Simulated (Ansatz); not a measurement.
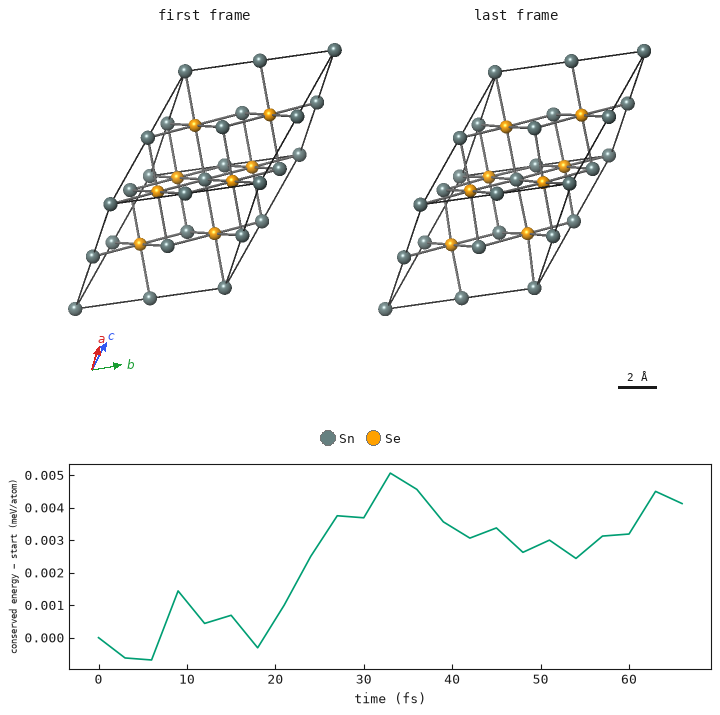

Molecular dynamics of a 16-atom cell of SnSe (built on the measured structure type), of which 66 fs are on record. Style: ball-and-stick. Shown: the reduced simulation cell, from a free direction. Bonds to atoms that aren't drawn are left out. Lengths and directions refer to the drawn axes.

Theory: DFT, r2SCAN, plane waves, PAW (Ansatz). Set-up: plane-wave cutoff 500 eV; k-point mesh 2 × 2 × 2; Fermi-Dirac smearing 0.02 eV; Langevin thermostat and barostat (NPT); set temperature 100 K; time step 3 fs.

> How well is the energy conserved, and can the run be trusted?

The conserved quantity stays between −0.00069 and 0.0051 meV per atom of its start. A straight-line fit has a slope that amounts to +0.0043 meV per atom over 66 fs (under 0.1 % of the mean kinetic energy), its mean offset in the second half is under 0.1 %, and the ripple about the line is under 0.1 % of the kinetic energy's fluctuation. With a drift under 2 % and a ripple under 7 %, the integration is accurate. The run was cut off by its time limit after 22 steps. The mean temperature in the second half is 71 K (standard deviation 4 K). The potential energy in the second half lies on average 5.5 meV per atom above the first frame. The mean pressure there is 0.3 GPa. The volume ends −0.8 % from the start.

The run took 7.7 min on 4 threads of Arm Neoverse V1, with other jobs on the host, peak memory 2.9 GiB.
